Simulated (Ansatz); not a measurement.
Consider Ta (slab).

```cif
data_structure
_symmetry_space_group_name_H-M 'P 1'
_symmetry_Int_Tables_number 1
_cell_length_a 4.6734
_cell_length_b 4.6734
_cell_length_c 25.4934
_cell_angle_alpha 90.000
_cell_angle_beta 90.000
_cell_angle_gamma 120.000
_cell_volume 482.19
loop_
_atom_site_label
_atom_site_type_symbol
_atom_site_fract_x
_atom_site_fract_y
_atom_site_fract_z
_atom_site_occupancy
Ta1 Ta 0.66667 0.33333 0.30758 1
Ta2 Ta 0.33333 0.66667 0.33469 1
Ta3 Ta 0.00000 0.00000 0.36468 1
Ta4 Ta 0.66667 0.33333 0.40964 1
Ta5 Ta 0.33333 0.66667 0.44433 1
Ta6 Ta 0.00000 0.00000 0.48049 1
Ta7 Ta 0.66667 0.33333 0.51951 1
Ta8 Ta 0.33333 0.66667 0.55567 1
Ta9 Ta 0.00000 0.00000 0.59036 1
Ta10 Ta 0.66667 0.33333 0.63532 1
Ta11 Ta 0.33333 0.66667 0.66531 1
Ta12 Ta 0.00000 0.00000 0.69242 1
```

Method: DFT r2SCAN, scalar-relativistic, plane waves, PAW in Ansatz 0.2.0.

Q: What can the converged valence pseudo-density and electron localisation function tell about the bonding?

A: Ta–Ta (2.80 Å): the density is about 0.37 e/Å³ at the midpoint; the ELF is about 0.40 at the midpoint.
Ta–Ta (2.84 Å): the density is about 0.3 e/Å³ at the midpoint; the ELF is about 0.25 at the midpoint; no shared electron pair shows on this line.

Q: Does the calculation make it a metal, or give it a gap?

A: It is metallic or semimetallic at this level of theory: no gap opens.

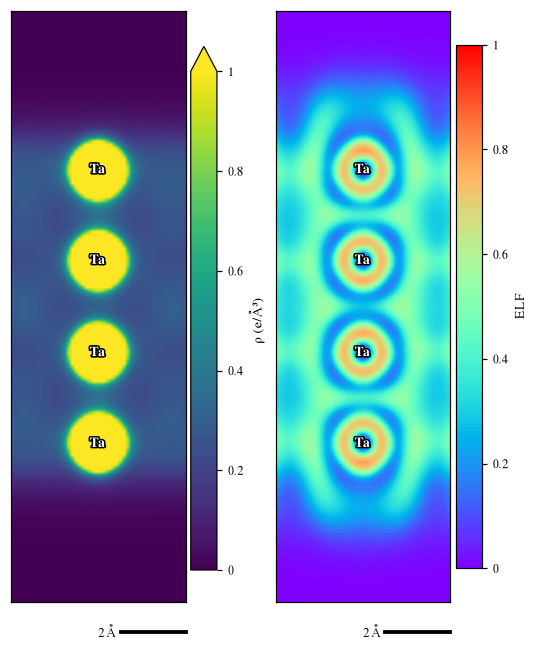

Computed valence pseudo-density and electron localisation function on the (100) plane of the calculation cell, a cut from vacuum to vacuum, in this order. 
